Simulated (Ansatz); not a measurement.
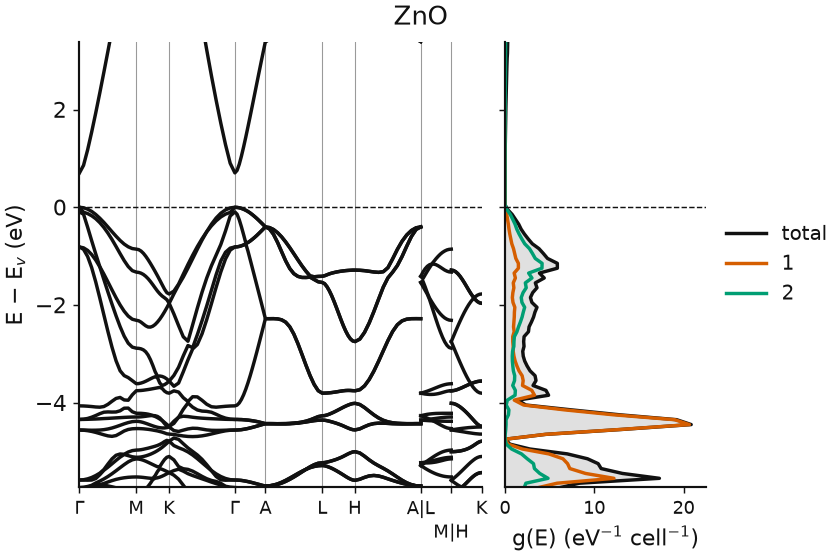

Band structure and density of states. Energies are counted from the top of the valence band. The partial curves are projected on Löwdin-orthogonalised atomic shells.

System: ZnO, space group P6_3mc, 4 atoms in the cell, ZnO type.

Ansatz 0.2.0; DFT PBEsol, scalar-relativistic, plane waves, PAW, no spin polarisation, 12×12×6 k mesh.

**Assign each number in the legend. The candidates: O 2p, Zn 3d.**

1 is Zn 3d; 2 is O 2p.

**Is there a gap? Give its size, its kind and where the band edges lie.**

The material is gapped. The gap along this path is 0.70 eV and direct: both edges lie at Γ.
